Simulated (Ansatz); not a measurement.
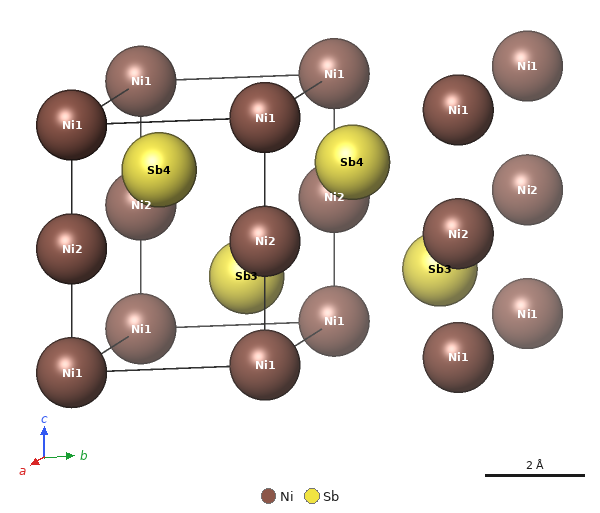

The starting point is crystalline NiSb (built on the NiSb-type type). The picture is a spheres-only view of the cell of the calculation, repeated 1 × 2 × 1 with one cell outlined, seen slightly off an axis.

Level of theory: Ansatz, DFT PBE, scalar-relativistic, plane waves, PAW. Settings: plane-wave cutoff 420 eV; k-point mesh 10 × 10 × 8; occupations gaussian; smearing width 0.05 eV; collinear spin.

Now this is done to it. The cell is strained by +1.0 % along [3 0 −2], −1.0 % along [3 0 2], none along the third axis (volume 0.0 %), the atoms keeping their fractional coordinates. No relaxation follows.

> What does the calculation give for the changed structure?

It costs 1.4 meV per atom. Pressure: 0.0 GPa before, 0.0 GPa after. The principal stresses (compression positive) are 1.3 GPa along [3 0 2], −1.2 GPa roughly along [1 0 −1], none along the third axis. The forces stay under 0.01 eV/Å. Among the bonded contacts that change: Ni–Sb 2.632 → 2.612 to 2.651 Å. The space group (tolerance 0.01 Å) goes from P6_3/mmc (No. 194) to C2/c (No. 15).
